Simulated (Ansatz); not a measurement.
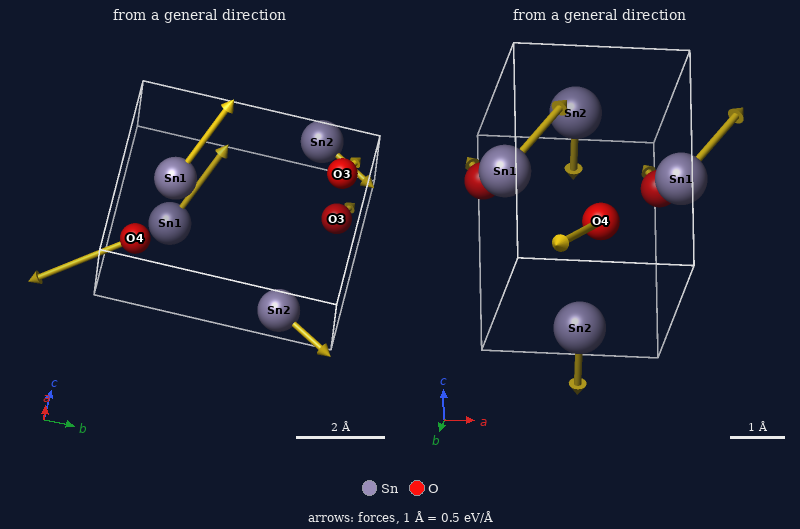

Crystal structure, spheres-only style, seen from two general directions. The parallelepiped is the simulation cell. The arrows are the computed forces on the atoms.

System: SnO. Electronic-structure method: DFT r2SCAN, scalar-relativistic, plane waves, PAW (Ansatz). Parameters: E_cut = 500 eV, 8×6×6 k-mesh, Gaussian smearing of 0.05 eV, no spin polarisation.

> Could this be the end point of a relaxation?

No. The atoms still feel forces of up to about 1.2 eV/Å, far above a usual threshold of 0.01 to 0.03 eV/Å.

> Which atom feels the largest force?

O4, about 1.2 eV/Å.

The structure comes from a structure listed in the Materials Project. The cell was then strained or its atoms displaced on purpose. It was the input of a calculation with Ansatz.
